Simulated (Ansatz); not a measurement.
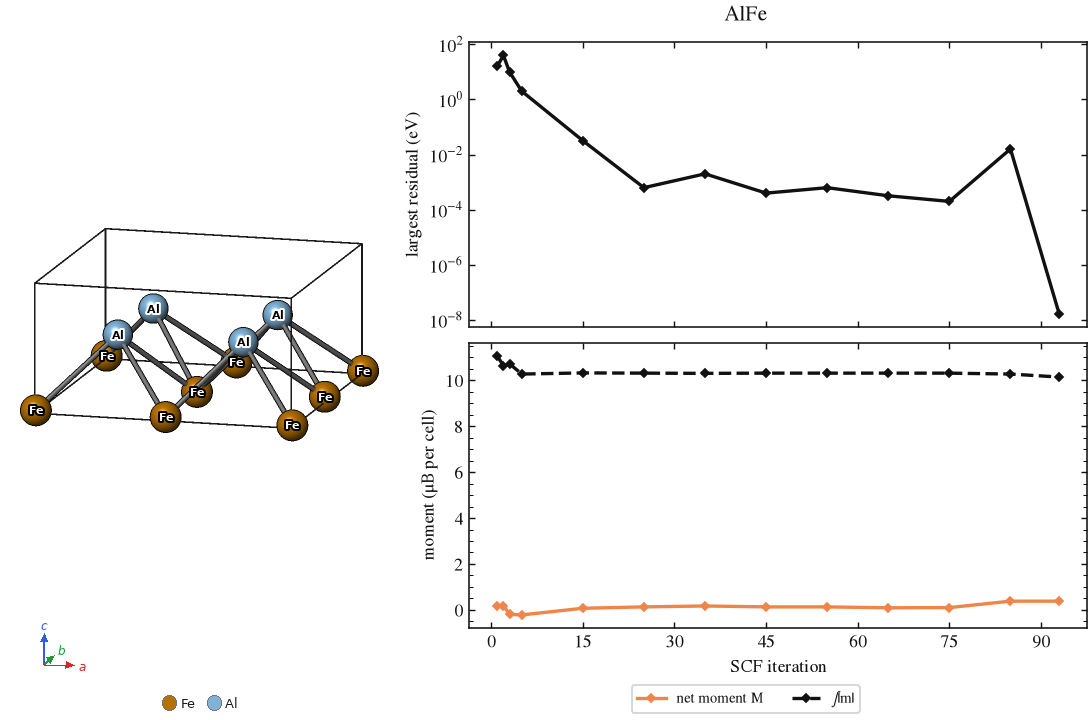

Beside the plot: the structure.

Convergence history. SCF iterations of a calculation: largest residual, magnetic moments. AlFe (P1, 8 atoms in the cell); DFT, PBE, norm-conserving potentials, plane waves, scalar-relativistic (Ansatz development build ahead of 0.2.0); cutoff 1224.51 eV, 1×1×1 k-mesh, Fermi–Dirac smearing of 0.1 eV, collinear spins. Setting under test: default search for lower states. Only some iterations were kept.

It converged, after 93 iterations. The residual falls unevenly and jumps up by a factor of two or more 3 times between kept points, most sharply before step 85 (by a factor of about 80). The residual starts near 20 and ends near 2 × 10⁻⁸ eV. The net moment goes from 0.19 to 0.38 μB per cell, with excursions between −0.22 and 0.38 on the way. ∫|m| ends at 10.1 μB, so the local moments cancel.
